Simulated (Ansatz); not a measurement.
System: GaSb.

Input

```
crystal:
  lattice:
    - [-2.81185, 2.81185, 1.60745]
    - [2.81185, -2.81185, 1.60745]
    - [2.81185, 2.81185, -1.60745]
  atoms:
    - { symbol: Ga, position: [0.25, 0.75, 0.5] }
    - { symbol: Sb, position: [0.0, 0.0, 0.0] }
basis:
  ecutwfc: 420
kpoints:
  mp_grid: { grid: [16, 16, 16] }
hamiltonian:
  xc: pbe
scf:
  occupations: { method: gaussian, width: 0.15 }
output:
  forces: true
  stress: true
  eigenvalues: true
  write_density: true
  write_potential: true
  elf: true
  volumetric_format: npy
```

Run with:

```sh
ansatz run input.yaml --threads 1 --pin off --max-ram 2048MiB --backend cpu --events-out ev --progress --plain --runs-dir out
```

Below, planes, directions and counts refer to the conventional cell (a = 5.62 Å, b = 5.62 Å, c = 3.21 Å, α = 90.00°, β = 90.00°, γ = 90.00°).

Space group I-4m2; a structure from a database of computed crystals, not necessarily the ambient phase; computed pressure about −2 GPa in this cell.

All numbers below come from DFT PBE, scalar-relativistic, plane waves, PAW (Ansatz 0.2.0).

### What can the converged valence pseudo-density and electron localisation function tell about the bonding?

Ga–Sb (2.92 Å): ρ is about 0.26 e/Å³ halfway; the ELF peaks at about 0.60 between the atoms.
Sb–Sb (3.21 Å): ρ at the midpoint is about 0.21 e/Å³; the ELF is about 0.45 at the midpoint.

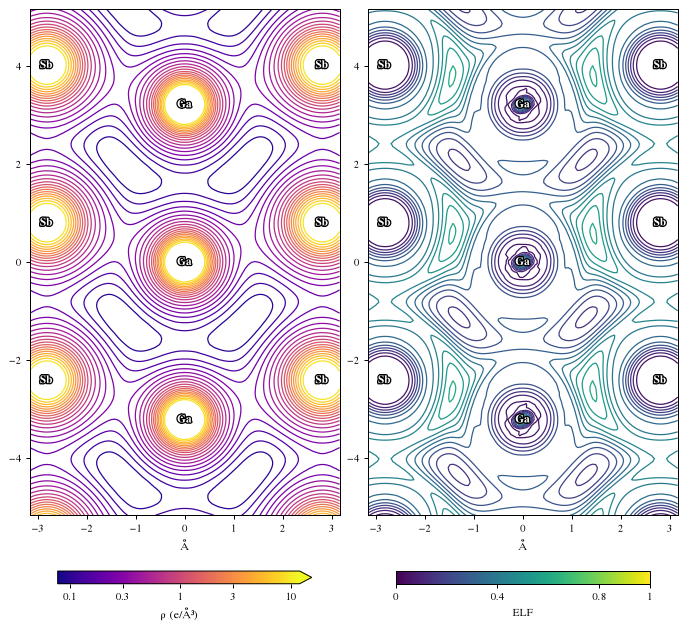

Computed valence pseudo-density and electron localisation function on the (010) plane of the conventional cell, in this order. 

The density is the valence pseudo-density of a PAW calculation; it isn't the true density close to the nuclei.
